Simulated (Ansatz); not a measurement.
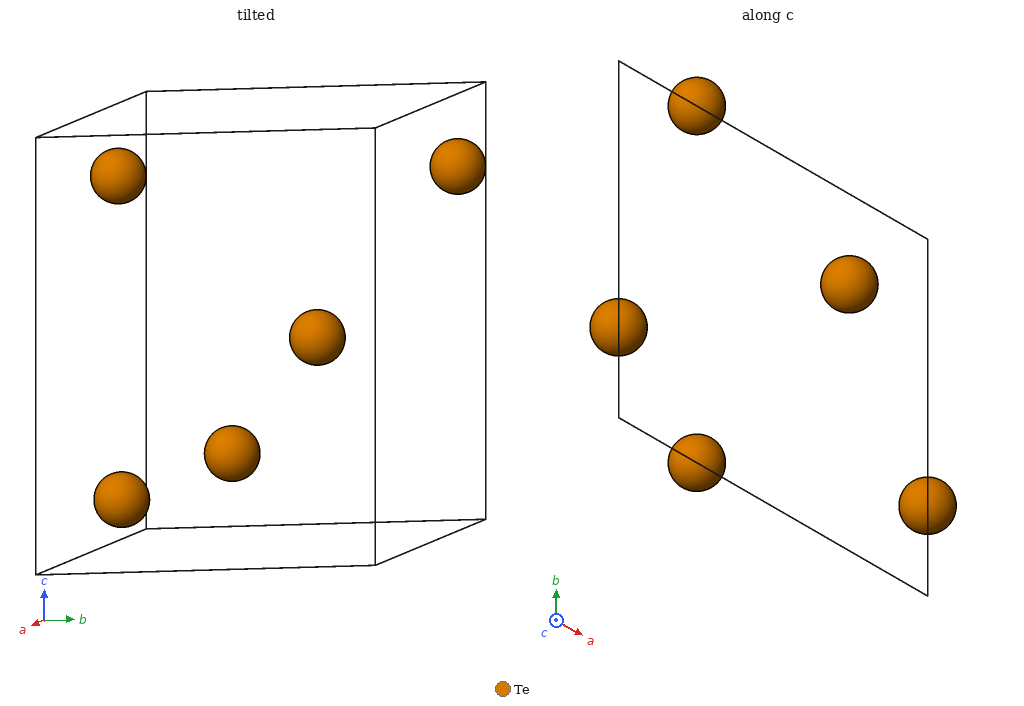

Drawn in the ball-and-stick manner and seen slightly off an axis and along the c axis. The wireframe shows the conventional unit cell.

The lattice constants are a = 4.628 Å, b = 4.628 Å, c = 5.902 Å, α = 90.00°, β = 90.00°, γ = 120.00°.

Q: How many atoms count towards one cell?

A: 3 (tellurium), counting shared atoms by their share.

Q: State the space group and its number.

A: P3_121 (No. 152), with Te on 3b.

Q: Is the bonded network molecular, chain-like, layered or three-dimensional?

A: The bonds build Te chains along [001].

The initial geometry was a structure type known for this element. It was relaxed at fixed volume with Ansatz 0.2.0, DFT r2SCAN, scalar-relativistic, plane waves, PAW.
